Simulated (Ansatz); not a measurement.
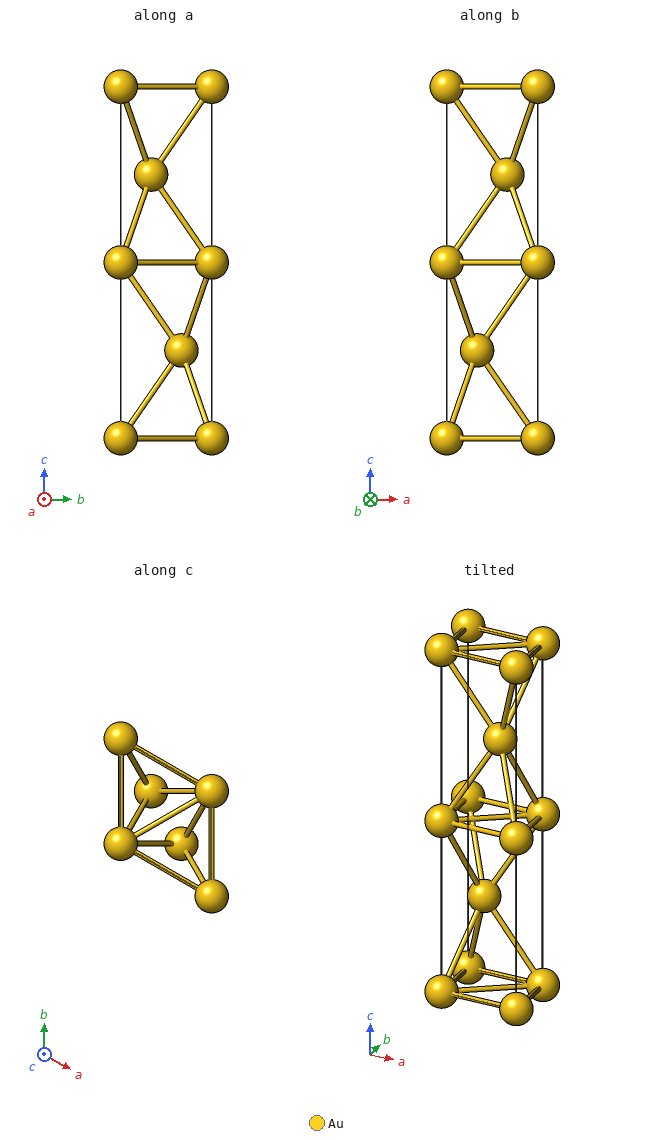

The image is a ball-and-stick drawing of a crystal, viewed along the a axis, along the b axis, along the c axis and slightly off an axis. Atoms at the boundary of the conventional unit cell (the box) are drawn once for each face, edge or corner they touch.

Lattice parameters: a = 2.9758 Å, b = 2.9758 Å, c = 9.9592 Å, α = 90.000°, β = 90.000°, γ = 120.000°.

**Convert the drawing into a CIF with its space group and independent sites.**

```cif
data_structure
_symmetry_space_group_name_H-M 'P 63/m m c'
_symmetry_Int_Tables_number 194
_cell_length_a 2.9758
_cell_length_b 2.9758
_cell_length_c 9.9592
_cell_angle_alpha 90.000
_cell_angle_beta 90.000
_cell_angle_gamma 120.000
_cell_volume 76.38
loop_
_atom_site_label
_atom_site_type_symbol
_atom_site_symmetry_multiplicity
_atom_site_Wyckoff_symbol
_atom_site_fract_x
_atom_site_fract_y
_atom_site_fract_z
_atom_site_occupancy
Au1 Au 2 a 0.0000 0.0000 0.0000 1
Au2 Au 2 c 0.3333 0.6667 0.2500 1
```

The structure comes from a structure type filled with this element by a generator (whether the element takes this form wasn't checked). Earlier steps of the study may have refined or changed the cell and positions. It was the input of a calculation with Ansatz.

At this level of theory the cell isn't at rest (stretched, at -4 GPa), so its distances can differ from those at equilibrium, the more so the softer the solid.
